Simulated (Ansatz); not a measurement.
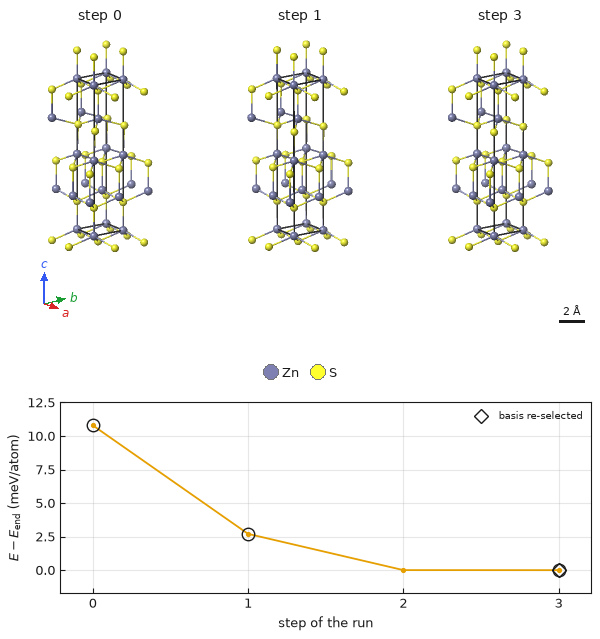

Frames of a relaxation of a crystal of ZnS (set up in P1), marked on the history of the run. A ball-and-stick model of the cell of the calculation, seen slightly off an axis.

All numbers below come from DFT PBE, scalar-relativistic, plane waves, PAW (Ansatz). Settings: plane-wave cutoff 420 eV; k-point mesh 6 × 6 × 2; occupations gaussian; smearing width 0.05 eV; no spin polarisation; cell and atoms relaxed; force threshold 0.01 eV/Å; at most 80 steps.

Question: What happens along the run?

Answer: After 2 accepted moves (3 points after the start) the energy has fallen by 10.8 meV per atom. The largest force component goes from 0.93 to 0.0053 eV/Å. Pressure: 0.23 GPa at the start and −0.02 GPa at the end. The SCF was repeated once at an unchanged geometry on a basis and grid sized afresh for the cell, which shifted the energy by less than 0.05 meV per atom at most. The atom that moves furthest relative to the cell is an S atom (0.13 Å roughly along [−1 −3 −1]). By element the largest moves are S 0.13 Å, Zn 0.02 Å. The drawn cell changes as follows: a = b 3.847 → 3.848 Å (0.0 %), c unchanged at 12.590 Å; the volume changes by +0.1 %. Among the contacts that change: S–Zn 2.466 → 2.357 Å, S–Zn 2.270 → 2.357 Å, S–Zn 2.425 → 2.359 Å. Among the angles between lasting bonds that change: S–Zn–S 115.4° → 109.4°, Zn–S–Zn 115.4° → 109.4°, Zn–S–Zn 103.9° → 109.7°. Within 0.06 Å the space group is Cm at the start and P6_3mc at the end; at a tighter tolerance small leftover displacements or strains of the cell lower it. From step 0 to 1: an S atom moves most (0.09 Å), energy −8.1 meV per atom. From step 1 to 3: an S atom moves most (0.04 Å), energy −2.7 meV per atom.

| step | E − E(0), meV/atom | largest force component, eV/Å | pressure, GPa | volume, Å³/atom | note |
| --- | --- | --- | --- | --- | --- |
| 0 | 0.00 | 0.9342 | 0.23 | 20.168 |  |
| 1 | -8.09 | 0.3913 | 0.11 | 20.164 |  |
| 2 | -10.79 | 0.0053 | -0.02 | 20.181 |  |
| 3 | -10.80 | 0.0053 | -0.02 | 20.181 | same geometry, new basis |
